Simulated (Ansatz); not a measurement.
Sm

Input file:

```
crystal:
  lattice:
    - [3.644, 0.0, 0.0]
    - [-1.822, 3.1557965714, 0.0]
    - [0.0, 0.0, 5.876]
  atoms:
    - { symbol: Sm, position: [0.6666666667, 0.3333333333, 0.75] }
    - { symbol: Sm, position: [0.3333333333, 0.6666666667, 0.25] }
hamiltonian:
  xc: pbesol
  pseudopotentials: { kind: paw }
kpoints:
  mp_grid: { grid: [7, 7, 4] }
scf:
  occupations: { method: fermi_dirac, width: 0.05 }
output:
  forces: true
  stress: true
  eigenvalues: true
  write_density: true
  write_potential: true
  elf: true
  volumetric_format: npy
```

Command:

```sh
ansatz run input.yaml --threads 2 --pin off --max-ram 5632MiB --backend cpu --events-out ev --progress --plain --runs-dir out
```

Below, planes, directions and counts refer to the conventional cell (a = 3.64 Å, b = 3.64 Å, c = 5.88 Å, α = 90.00°, β = 90.00°, γ = 120.00°).

Space group P6₃/mmc; computed pressure about −7 GPa in this cell; no Hubbard U on the f states and no spin–orbit coupling.

These are results of Kohn-Sham DFT of a periodic cell, PBEsol, Ansatz PAW in Ansatz, not measurements.

> What will maps of the valence pseudo-density and electron localisation function show?

Sm–Sm (3.61 Å): the density is about 0.1 e/Å³ at the midpoint; the ELF is about 0.15 at the midpoint (no shared electron pair shows on this line).

> Metal or insulator at this level of theory?

It is gapless in this calculation (a metal or semimetal).

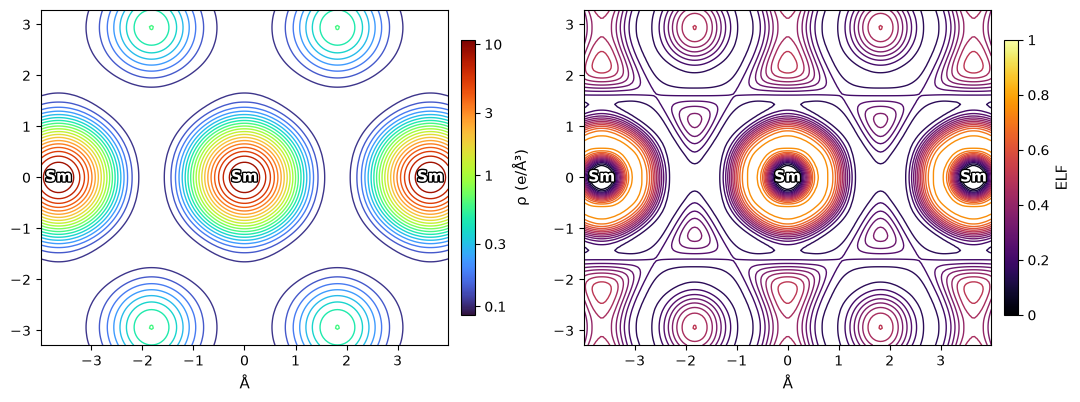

Computed valence pseudo-density and electron localisation function on the (010) plane of the conventional cell, in this order. 
